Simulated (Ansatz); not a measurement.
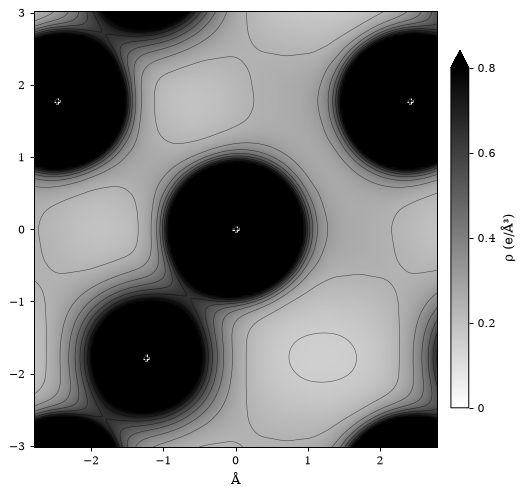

The valence electron density on a plane through atoms (crosses mark nuclei in the plane).

The calculation used DFT LDA, scalar-relativistic, plane waves, PAW in Ansatz 0.2.0.

Candidates:
A. AlP, a = 5.41 Å, b = 5.41 Å, c = 5.41 Å, α = 90.00°, β = 90.00°, γ = 90.00°. Space group F-43m.
B. Ta$_{2}$C, a = 3.08 Å, b = 3.08 Å, c = 4.89 Å, α = 90.00°, β = 90.00°, γ = 120.00°. Space group P-3m1.

### Which candidate gave the map?

Candidate B: Ta$_{2}$C on the (110) plane of the conventional cell, which holds Ta and C. Ta–C (2.16 Å): the density is about 0.66 e/Å³ at the midpoint. Ta–Ta (3.00 Å): ρ is about 0.27 e/Å³ halfway.
